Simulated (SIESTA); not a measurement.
# Energy of BN along an even scaling of the cell

System: BN (P6₃/mmc, 4 atoms in the cell).
Method: Kohn-Sham DFT of a periodic cell, LDA, PseudoDojo 0.4 standard, converted to PSML, no spin polarisation (SIESTA 5.4.2).

The 7 runs differ only in the geometry, by an even scaling of the cell at fixed fractional positions. The structure derives from an entry of the Crystallography Open Database.

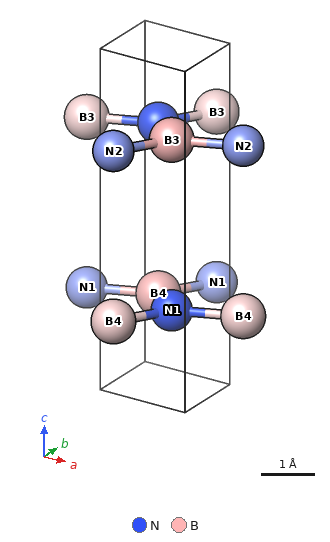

Figure 1. The structure of run 4 (ball-and-stick view of the cell of the calculation, seen slightly off an axis; neighbours outside the cell are drawn fainter; atoms are numbered from 1 in the order of the input). An atom can appear more than once, as a periodic image.

**Input of run 4**
```
SystemName                      BN
SystemLabel                     BN
NumberOfSpecies                 2
NumberOfAtoms                   4
%block ChemicalSpeciesLabel
  1   7 N
  2   5 B
%endblock ChemicalSpeciesLabel

LatticeConstant                 1.0 Ang
%block LatticeVectors
     2.4982400000     0.0000000000     0.0000000000
    -1.2491200000     2.1635393048     0.0000000000
     0.0000000000     0.0000000000     6.6357000000
%endblock LatticeVectors
AtomicCoordinatesFormat         Fractional
%block AtomicCoordinatesAndAtomicSpecies
     0.6666666667     0.3333333333     0.2500000000  1  N
     0.3333333333     0.6666666667     0.7500000000  1  N
     0.6666666667     0.3333333333     0.7500000000  2  B
     0.3333333333     0.6666666667     0.2500000000  2  B
%endblock AtomicCoordinatesAndAtomicSpecies

%block kgrid.MonkhorstPack
   12   0   0  0.0
    0  12   0  0.0
    0   0   4  0.0
%endblock kgrid.MonkhorstPack
XC.Functional                   LDA
XC.Authors                      PW92
PAO.BasisSize                   DZP
PAO.EnergyShift                 0.003 Ry
Mesh.Cutoff                     800 Ry
OccupationFunction              FD
ElectronicTemperature           0.05 eV
MaxSCFIterations                120
SCF.MustConverge                false
SCF.Mixer.Method                Pulay
SCF.Mixer.Weight                0.25
SCF.Mixer.History               8
SCF.DM.Tolerance                5.0e-05
SCF.H.Tolerance                 1.0e-03 eV
WriteForces                     true
Charge.Mulliken                 end
```

Command:
```bash
siesta < BN.fdf > BN.out 2>&1
```

Lattice vectors (Å) and fractional positions of run 4:
```
   2.498240    0.000000    0.000000
  -1.249120    2.163539    0.000000
   0.000000    0.000000    6.635700
N   0.666667  0.333333  0.250000
N   0.333333  0.666667  0.750000
B   0.666667  0.333333  0.750000
B   0.333333  0.666667  0.250000
```

Run 3 differs from it as follows:
```diff
-     2.4982400000     0.0000000000     0.0000000000
-    -1.2491200000     2.1635393048     0.0000000000
-     0.0000000000     0.0000000000     6.6357000000
+     2.4814727834     0.0000000000     0.0000000000
+    -1.2407363917     2.1490184693     0.0000000000
+     0.0000000000     0.0000000000     6.5911637588
```

**Results, with one run withheld**

```tsv
run	volume per atom (Å³)	free energy per atom, from the lowest run given (meV)	pressure (GPa)	gap on the mesh (eV)
1	8.429	31.76	18.61	4.15
2	8.608	14.55	12.24	4.13
3	8.787	?	?	?
4	8.967	0.00	1.12	4.09
5	9.146	1.52	−3.75	4.07
6	9.325	8.25	−8.20	4.05
7	9.505	19.74	−12.26	4.02
```

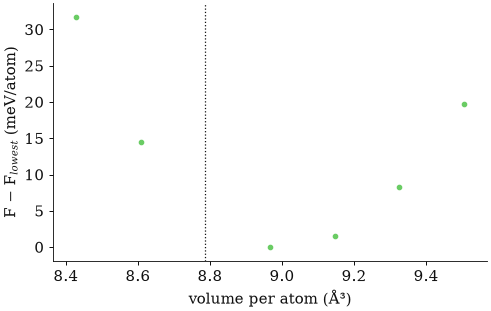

Figure 2. Free energy per atom of the runs given; the dotted line marks run 3.

Fit the runs given and predict run 3.

A cubic polynomial in V^(−2/3) (the Birch–Murnaghan form), fitted to the 6 runs given, misses them by at most 0.01 meV per atom. With x = V^(−2/3) − 0.23141 Å⁻², it reads F = −0.091444 + 228.39 x + 2.96e+05 x² − 2.3735e+05 x³ (meV per atom). At run 3 it gives 4.17 meV per atom, and the run itself gives 4.17. The slope of the fit gives a pressure −dF/dV of 6.43 GPa there, and the run prints 6.42 GPa. The fit has its minimum at 9.006 Å³ per atom, where V d²F/dV² gives 250 GPa. Cell shape and fractional positions are held, so this is the stiffness under even scaling; the relaxed bulk modulus wasn't computed and can be far lower in a crystal of layers, chains or molecules like this one. The gap on the mesh goes, without turning, from 4.15 eV in run 1 to 4.02 eV in run 7; run 3 has 4.11 eV. These are gaps of this functional on this mesh, which can miss the band edges; they aren't the measured gap.

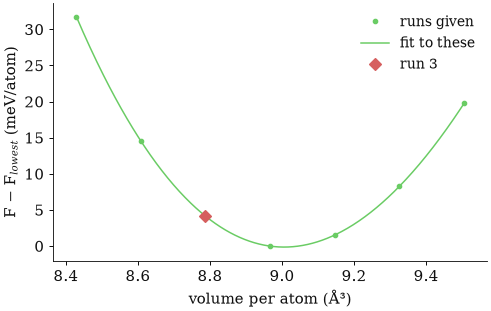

Figure 3. The fit and the withheld run.

**Some lines of the output (run 3)**
```
[...]
outcell: Cell volume (Ang**3)        :     35.1489
stepf: Fermi-Dirac step function
siesta: Etot    =      -726.825105
siesta: FreeEng =      -726.825105
        iscf     Eharris(eV)        E_KS(eV)     FreeEng(eV)     dDmax    Ef(eV) dHmax(eV)
siesta: E_KS(eV) =             -729.6638
siesta: E_KS - E_eggbox =      -729.6638
siesta: Etot    =      -729.663809
siesta: FreeEng =      -729.663809
siesta:         Fermi =      -7.139068
siesta: Cell volume =         35.148902 Ang**3
    Orbital volume contribution        =           2.720297 eV
```

Notes: Points of doubt noted for this run: mulliken charges of long orbitals. With a small basis of atomic orbitals these values can differ much from converged plane-wave results.
